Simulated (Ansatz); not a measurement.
GaAsH₅: geometry relaxation (part 3 of 3)

GaAsH₅ (14 atoms in the cell); DFT PBE, scalar-relativistic, plane waves, PAW, no spin polarisation (Ansatz 0.2.0); cutoff 420 eV, 1×1×1 k-mesh, Gaussian smearing of 0.05 eV. The structure derives from an entry of the Crystallography Open Database. It belongs to a series of runs on one base structure; here: cluster of 4 atoms cut as a sphere about point 0.22 0.01 0.23, cut bonds capped with H.

Geometry of the input (Å; fractional positions):
```
14.1000  0.0000  0.0000
0.0000  12.9000  0.0000
0.0000  0.0000  13.3000
Ga 0.4480  0.5000  0.3920
As 0.5499  0.3887  0.5000
Ga 0.6518  0.5000  0.6080
As 0.3462  0.6113  0.5000
H  0.5123  0.5703  0.3239
H  0.3838  0.4297  0.3239
H  0.4877  0.3206  0.5660
H  0.6121  0.3206  0.4340
H  0.5875  0.5703  0.6761
H  0.7161  0.5703  0.5398
H  0.7161  0.4297  0.6761
H  0.4084  0.6794  0.5660
H  0.2839  0.5433  0.5660
H  0.2839  0.6794  0.4340
```

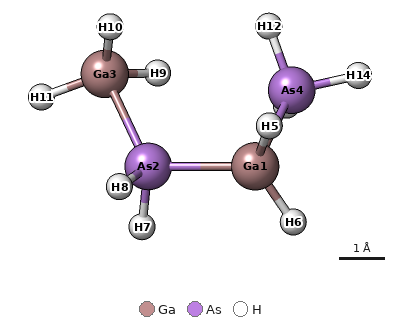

*The geometry at step 14 of the log (ball-and-stick view of the molecule without its box, seen at a tilt; atoms are numbered from 1 in the order of the input).*

### Trajectory as extended XYZ, continued
```
14
Lattice="14.1000 0.0000 0.0000 0.0000 12.9000 0.0000 0.0000 0.0000 13.3000" Properties=species:S:1:pos:R:3:forces:R:3 step=7 energy=-17435.05772
Ga    6.3849    6.1912    4.8888   -0.0681   0.0013  -0.0131
As    7.8545    5.1997    6.6022    0.0203  -0.0357  -0.0262
Ga    9.2083    6.6219    8.3301    0.0289  -0.0096  -0.0294
As    5.1456    7.7890    6.6098   -0.0211   0.0564   0.0181
H     7.0521    7.2837    3.9959   -0.0027  -0.0361   0.0322
H     5.1274    5.3487    4.4899    0.0456   0.0369   0.0019
H     6.9117    4.1464    7.1707    0.0423  -0.0072   0.0089
H     8.6561    4.2262    5.7453   -0.0338   0.0350   0.0097
H     7.9580    7.3581    8.9488   -0.0372   0.0098   0.0026
H    10.0495    7.4243    7.2720   -0.0062   0.0046   0.0140
H     9.9014    5.4988    9.1715   -0.0035  -0.0068   0.0171
H     5.9008    8.6874    7.5713   -0.0173  -0.0321  -0.0481
H     4.2104    7.1640    7.6286    0.0214   0.0157  -0.0099
H     4.1660    8.8258    6.0826    0.0315  -0.0322   0.0220
14
Lattice="14.1000 0.0000 0.0000 0.0000 12.9000 0.0000 0.0000 0.0000 13.3000" Properties=species:S:1:pos:R:3:forces:R:3 step=9 energy=-17435.06704
Ga    6.3372    6.1551    4.8880   -0.0897  -0.0222  -0.0182
As    7.8875    5.1890    6.5506   -0.0117  -0.0872  -0.0305
Ga    9.1231    6.6330    8.3452    0.0482   0.0390  -0.0370
As    5.2005    7.8063    6.6201    0.0134   0.1015   0.0835
H     7.0008    7.1997    3.9320   -0.0263  -0.0469   0.0670
H     5.0485    5.3265    4.5571    0.0818   0.0398   0.0055
H     7.0439    4.0609    7.1400    0.0418   0.0602  -0.0569
H     8.7106    4.2891    5.6341   -0.0129   0.0381   0.0464
H     7.7959    7.3219    8.8741    0.0407  -0.0215  -0.0137
H    10.0247    7.4891    7.3727   -0.0747  -0.0533   0.0665
H     9.7765    5.5189    9.2344   -0.0175   0.0254  -0.0104
H     6.0449    8.6958    7.5176   -0.0733  -0.0549  -0.0780
H     4.3163    7.2200    7.7074    0.0439   0.0262  -0.0417
H     4.2162    8.8598    6.1341    0.0369  -0.0440   0.0164
14
Lattice="14.1000 0.0000 0.0000 0.0000 12.9000 0.0000 0.0000 0.0000 13.3000" Properties=species:S:1:pos:R:3:forces:R:3 step=10 energy=-17435.07730
Ga    6.3111    6.1318    4.9117    0.0070   0.0136  -0.0062
As    7.8922    5.1728    6.5431   -0.0232  -0.0228   0.0006
Ga    9.0846    6.6106    8.3669   -0.0058   0.0066   0.0067
As    5.2223    7.8381    6.6115    0.0315  -0.0176   0.0348
H     6.9785    7.1640    3.9519   -0.0098  -0.0030   0.0044
H     5.0237    5.3119    4.5930   -0.0034  -0.0078   0.0014
H     7.0955    3.9889    7.0734    0.0174   0.0043  -0.0064
H     8.7663    4.3526    5.6059    0.0061   0.0042  -0.0022
H     7.7491    7.2445    8.9340   -0.0036  -0.0056  -0.0135
H     9.9294    7.5164    7.3999   -0.0067  -0.0068   0.0124
H     9.7864    5.5058    9.2262    0.0026   0.0052  -0.0043
H     6.0841    8.7842    7.4192   -0.0135   0.0292  -0.0392
H     4.4041    7.3062    7.7707   -0.0145  -0.0026  -0.0099
H     4.1997    8.8374    6.1000    0.0161   0.0032   0.0207
14
Lattice="14.1000 0.0000 0.0000 0.0000 12.9000 0.0000 0.0000 0.0000 13.3000" Properties=species:S:1:pos:R:3:forces:R:3 step=11 energy=-17435.08494
Ga    6.2740    6.0982    4.9274    0.0769   0.0099   0.0091
As    7.9028    5.1467    6.5155    0.0417  -0.1358  -0.0239
Ga    9.0023    6.5940    8.3937   -0.0563  -0.0144   0.0202
As    5.2869    7.8730    6.6211    0.0162   0.0149   0.1857
H     6.9191    7.1107    3.9339   -0.0028   0.0062  -0.0125
H     4.9801    5.2770    4.6606   -0.0545  -0.0058   0.0107
H     7.1876    3.8810    6.9858    0.0594   0.0946  -0.0402
H     8.8510    4.4355    5.5506   -0.0844   0.0548   0.0647
H     7.6272    7.1507    8.9565    0.0220  -0.0140  -0.0257
H     9.8112    7.5646    7.4612   -0.0011   0.0026  -0.0021
H     9.7461    5.5063    9.2386    0.0023   0.0096  -0.0019
H     6.1770    8.9012    7.3014   -0.0937  -0.0844  -0.0912
H     4.5420    7.4085    7.8661    0.0623   0.0616  -0.1225
H     4.2195    8.8177    6.0951    0.0118   0.0000   0.0300
14
Lattice="14.1000 0.0000 0.0000 0.0000 12.9000 0.0000 0.0000 0.0000 13.3000" Properties=species:S:1:pos:R:3:forces:R:3 step=13 energy=-17435.09225
Ga    6.2658    6.0724    4.9383    0.0045  -0.0017   0.0053
As    7.9303    5.1222    6.4902    0.0656  -0.1384  -0.0740
Ga    8.9292    6.5767    8.4188   -0.0442   0.0037  -0.0071
As    5.3457    7.8969    6.6342   -0.0173   0.0807   0.2130
H     6.8719    7.0571    3.8894   -0.0066  -0.0100   0.0293
H     4.9393    5.2729    4.7454    0.0085   0.0152   0.0179
H     7.2637    3.8117    6.9047    0.0503   0.1004  -0.0289
H     8.9070    4.4881    5.4987   -0.0891   0.0537   0.0811
H     7.5001    7.0456    8.9346    0.0654  -0.0104  -0.0150
H     9.7099    7.6064    7.5184   -0.0354  -0.0274   0.0265
H     9.7164    5.5264    9.2742   -0.0281   0.0239  -0.0161
H     6.2443    8.9886    7.1977   -0.0993  -0.1147  -0.0743
H     4.6711    7.5037    7.9448    0.0917   0.0440  -0.1706
H     4.2321    8.7967    6.1181    0.0339  -0.0186   0.0120
14
Lattice="14.1000 0.0000 0.0000 0.0000 12.9000 0.0000 0.0000 0.0000 13.3000" Properties=species:S:1:pos:R:3:forces:R:3 step=14 energy=-17435.09621
Ga    6.2719    6.0736    4.9542   -0.0157  -0.0294  -0.0272
As    7.9530    5.1067    6.4752   -0.0077  -0.0004  -0.0101
Ga    8.9035    6.5770    8.4108    0.0209  -0.0005  -0.0248
As    5.3618    7.9053    6.6456   -0.0381   0.0173   0.0550
H     6.8719    7.0542    3.8970   -0.0126  -0.0119   0.0310
H     4.9465    5.2660    4.7702    0.0208   0.0433   0.0211
H     7.2899    3.8050    6.9004   -0.0017   0.0184  -0.0106
H     8.9043    4.4706    5.4712    0.0018   0.0246   0.0257
H     7.4675    7.0391    8.9087    0.0376  -0.0217  -0.0217
H     9.6868    7.6143    7.5211   -0.0337  -0.0259   0.0331
H     9.6876    5.5344    9.2774   -0.0238   0.0276  -0.0034
H     6.2453    9.0055    7.1929    0.0031  -0.0255  -0.0121
H     4.6944    7.5158    7.9508    0.0350   0.0080  -0.0398
H     4.2425    8.7978    6.1320    0.0132  -0.0244  -0.0165
14
Lattice="14.1000 0.0000 0.0000 0.0000 12.9000 0.0000 0.0000 0.0000 13.3000" Properties=species:S:1:pos:R:3:forces:R:3 step=15 energy=-17435.09794
Ga    6.2633    6.0522    4.9574   -0.0666   0.0900  -0.0042
As    7.9552    5.1144    6.4660    0.0221  -0.0448   0.0075
Ga    8.8890    6.5662    8.4080   -0.0118   0.0334   0.0403
As    5.3764    7.8989    6.6489    0.0234  -0.0178  -0.0092
H     6.8427    7.0424    3.9013    0.0055  -0.0117  -0.0137
H     4.9152    5.2818    4.8103    0.0182  -0.0243   0.0003
H     7.3091    3.7981    6.8663    0.0206  -0.0093   0.0087
H     8.9346    4.5162    5.4691    0.0049  -0.0093  -0.0047
H     7.4494    7.0238    8.8925   -0.0006  -0.0064  -0.0064
H     9.6725    7.6174    7.5418   -0.0027  -0.0133  -0.0062
H     9.6598    5.5368    9.2983   -0.0033  -0.0053  -0.0175
H     6.2756    9.0000    7.1640   -0.0049   0.0079   0.0007
H     4.7244    7.5349    7.9656   -0.0019   0.0100  -0.0018
H     4.2595    8.7822    6.1178   -0.0030   0.0009   0.0061
14
Lattice="14.1000 0.0000 0.0000 0.0000 12.9000 0.0000 0.0000 0.0000 13.3000" Properties=species:S:1:pos:R:3:forces:R:3 step=16 energy=-17435.10014
Ga    6.2568    6.0538    4.9685   -0.0509   0.0282  -0.0225
As    7.9685    5.1009    6.4505    0.0241  -0.0114   0.0412
Ga    8.8565    6.5623    8.4092   -0.0038   0.0127   0.0018
As    5.3998    7.9132    6.6592    0.0176  -0.0150  -0.0068
H     6.8291    7.0285    3.8927   -0.0065  -0.0118   0.0061
H     4.9087    5.2753    4.8422    0.0303   0.0091   0.0071
H     7.3480    3.7721    6.8493    0.0010  -0.0064  -0.0061
H     8.9607    4.5228    5.4547   -0.0037   0.0030  -0.0130
H     7.4010    6.9922    8.8761    0.0170  -0.0064  -0.0065
H     9.6307    7.6273    7.5494   -0.0105  -0.0122   0.0118
H     9.6364    5.5408    9.3007   -0.0069   0.0073  -0.0072
H     6.2953    9.0329    7.1421   -0.0106  -0.0063  -0.0061
H     4.7669    7.5668    7.9896   -0.0030   0.0090  -0.0095
H     4.2683    8.7762    6.1233    0.0060   0.0003   0.0099
14
Lattice="14.1000 0.0000 0.0000 0.0000 12.9000 0.0000 0.0000 0.0000 13.3000" Properties=species:S:1:pos:R:3:forces:R:3 step=18 energy=-17435.10113
Ga    6.2475    6.0480    4.9828   -0.0203  -0.0076  -0.0081
As    7.9808    5.0920    6.4445    0.0051  -0.0020  -0.0016
Ga    8.8328    6.5557    8.4163   -0.0047   0.0021   0.0035
As    5.4194    7.9218    6.6614   -0.0009   0.0121   0.0032
H     6.8054    7.0085    3.8872   -0.0062  -0.0064   0.0064
H     4.9003    5.2650    4.8854    0.0183   0.0111   0.0032
H     7.3852    3.7433    6.8143    0.0024   0.0031  -0.0040
H     8.9765    4.5554    5.4283   -0.0024   0.0050   0.0040
H     7.3659    6.9630    8.8656    0.0116  -0.0024  -0.0010
H     9.5977    7.6342    7.5665   -0.0031  -0.0049   0.0041
H     9.6166    5.5460    9.3160   -0.0005   0.0032  -0.0018
H     6.3191    9.0503    7.1154   -0.0042  -0.0132  -0.0021
H     4.7943    7.6021    8.0013    0.0000  -0.0005  -0.0028
H     4.2853    8.7798    6.1225    0.0047   0.0004  -0.0030
14
Lattice="14.1000 0.0000 0.0000 0.0000 12.9000 0.0000 0.0000 0.0000 13.3000" Properties=species:S:1:pos:R:3:forces:R:3 step=19 energy=-17435.10155
Ga    6.2363    6.0416    4.9909    0.0064  -0.0143   0.0039
As    7.9857    5.0942    6.4417    0.0034  -0.0262  -0.0228
Ga    8.8251    6.5491    8.4240   -0.0090  -0.0035   0.0078
As    5.4234    7.9263    6.6580    0.0017   0.0159   0.0095
H     6.7821    6.9938    3.8836   -0.0009   0.0028  -0.0043
H     4.8920    5.2557    4.9129   -0.0036  -0.0031   0.0005
H     7.4107    3.7300    6.7914    0.0094   0.0193  -0.0059
H     8.9900    4.5876    5.4167   -0.0162   0.0103   0.0195
H     7.3578    6.9515    8.8710   -0.0068   0.0023   0.0032
H     9.5862    7.6305    7.5776    0.0112   0.0119  -0.0065
H     9.6091    5.5423    9.3251    0.0075  -0.0067   0.0010
H     6.3351    9.0479    7.1045   -0.0043  -0.0107  -0.0006
H     4.7937    7.6224    7.9994   -0.0003  -0.0011  -0.0030
H     4.2997    8.7922    6.1109    0.0015   0.0029  -0.0023
```

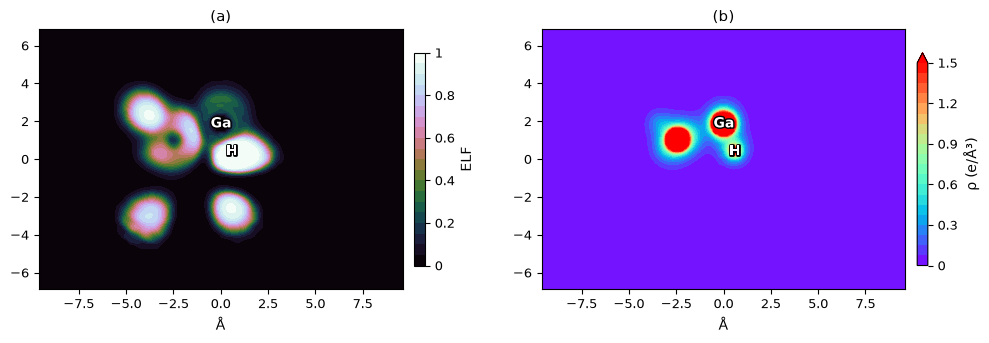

*(a) electron localisation function; (b) valence charge density (pseudo) on the (011̄) plane of the calculation cell, a cut from vacuum to vacuum.*

Atoms in the plane: Ga and H. Ga–H (1.59 Å): ρ at the midpoint is about 0.87 e/Å³, with its minimum of 0.76 e/Å³ about 1.0 Å from Ga; the ELF climbs to about 1 towards the hydrogen, as it does in any bond to H. The density dies away to nearly zero in the vacuum. The strong features right at Ga lie inside the PAW spheres (semicore, d or f shells) and say nothing about bonding. In a PAW calculation such maps are meaningful between the atoms, not at the nuclei.

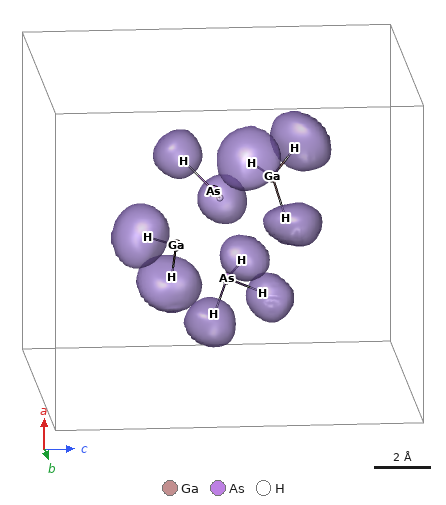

*Isosurface of the ELF at 0.9 (purple), seen from the side, at a tilt. Core shells and regions of very low density are left out. Sticks mark near contacts.*

Counts are for one cell; the picture repeats the cell along the surface. Ga–H (1.56 Å): the ELF climbs to about 1 towards the hydrogen.

### Results in brief

- outcome: converged
- electrons treated: 66
- free energy: −17435.1016 eV
- Fermi energy: −3.586 eV
- gap on the k-point mesh: 4.45 eV
- final volume: 2419.14 Å³
- largest force (length of the vector) at the end: 0.035 eV/Å
- hardware: 4 threads of Intel Xeon @ 2.50GHz (Skylake/Cascade Lake), 128 GiB of memory available, shared host
- wall time: 93 s (CPU time 5.2 min)
- peak memory: 1.4 GiB

### Remarks

The program warns: the exchange-correlation potential is rough where the density is thin.
